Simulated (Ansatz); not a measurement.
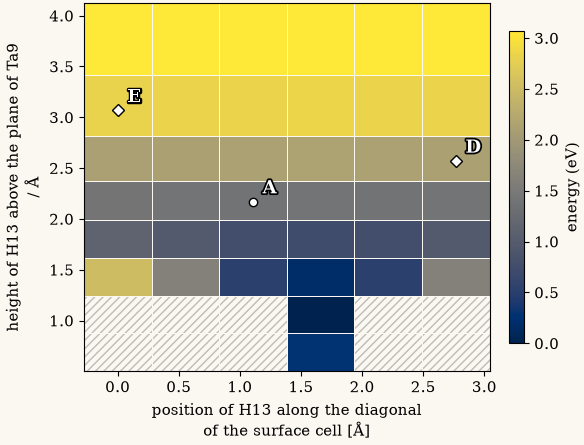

H on a Ta(110) slab cut from the Im-3m phase, its upper half relaxed before the scan (12 atoms of substrate and one adsorbate in a 2 × 2 cell). 
- H is moved along a line over the surface and along the normal, above a rigid substrate.
- Coordinates scanned: (1) position of H13 along the diagonal of the surface cell, from above Ta9; (2) height of H13 above the plane of Ta9.
- Grid: 6 × 8 points; 26 points were computed and 12 follow by symmetry. At 10 points there is no value (left out of the scan, as a rule where atoms come close).
- Points are written as (first, second).
- Energies are in eV, from the lowest grid point.
- These are results of DFT PBE, scalar-relativistic, plane waves, PAW (Ansatz 0.2.0), not measurements. Settings: cutoff 420 eV, k-mesh 5×5×1, gaussian smearing 0.1 eV, spin-polarised.

In the figure: one coloured cell a grid point, hatched blanks where no value was computed, lettered points.

Q: Is A the lowest point of the computed grid?

A: No. A lies 1.40 eV above the lowest grid point, which is at (1.66 Å, 1.06 Å) [nearest 2 Ta at 1.97 Å].

Q: Rank the lettered points by energy, lowest first.

A: A (1.40 eV), D (2.12 eV), E (2.83 eV).
